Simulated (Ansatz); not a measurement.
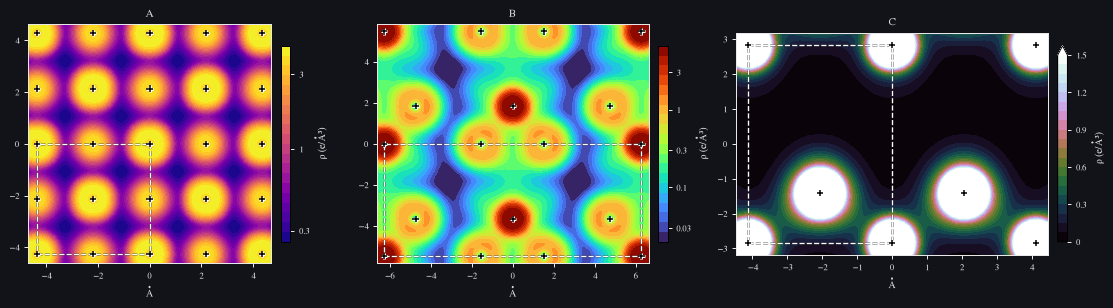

The valence charge density (pseudo) of 3 systems, each on a plane through atoms (crosses mark nuclei in the plane).

Level of theory: Ansatz, DFT, PBE, PAW with Ansatz's default frozen-core files, scalar-relativistic.

System 1: MoS$_{2}$, the (110) plane of the conventional cell. Space group P6₃/mmc; changed on purpose from its base cell (zz strain of +2 %, PAW files); not relaxed (largest force 0.6 eV/Å); computed pressure about 5 GPa in this cell; computed without spin polarisation.

```
Mo S
1.0
     3.16100    0.00000    0.00000
    -1.58050    2.73751    0.00000
     0.00000    0.00000   12.54090
Mo S
2 4
Direct
  0.33333 0.66667 0.25000
  0.66667 0.33333 0.75000
  0.33333 0.66667 0.62750
  0.66667 0.33333 0.12750
  0.33333 0.66667 0.87250
  0.66667 0.33333 0.37250
```

System 2: TaN, the (11̄0) plane of the conventional cell. Space group I4/mmm; changed on purpose from its base cell (equal xx and yy strain of -2 %, PAW files); computed pressure about 32 GPa in this cell.

System 3: ZnSe, the (010) plane of the conventional cell. Space group I-4m2; changed on purpose from its base cell (equal xx and yy strain of +3 %, PAW files).

```
CELL_PARAMETERS angstrom
2.91881 -2.91881 0.00000
2.91881 2.91881 0.00000
0.00000 0.00000 5.66760
ATOMIC_POSITIONS crystal
Zn 0.00000 0.00000 0.00000
Zn 0.50000 0.50000 0.50000
Se 0.50000 0.00000 0.25000
Se 0.00000 0.50000 0.75000
```

Question: Match each panel to its system.

Answer: Panel A is system 2, TaN: the plane holds Ta and N. Ta–N (2.14 Å): the density is about 0.62 e/Å³ at the midpoint. Panel B is system 1, MoS$_{2}$: the plane holds Mo and S. Mo–S (2.39 Å): ρ at the midpoint is about 0.63 e/Å³. Panel C is system 3, ZnSe: the plane holds Zn and Se. Zn–Se (2.50 Å): ρ is about 0.43 e/Å³ halfway.
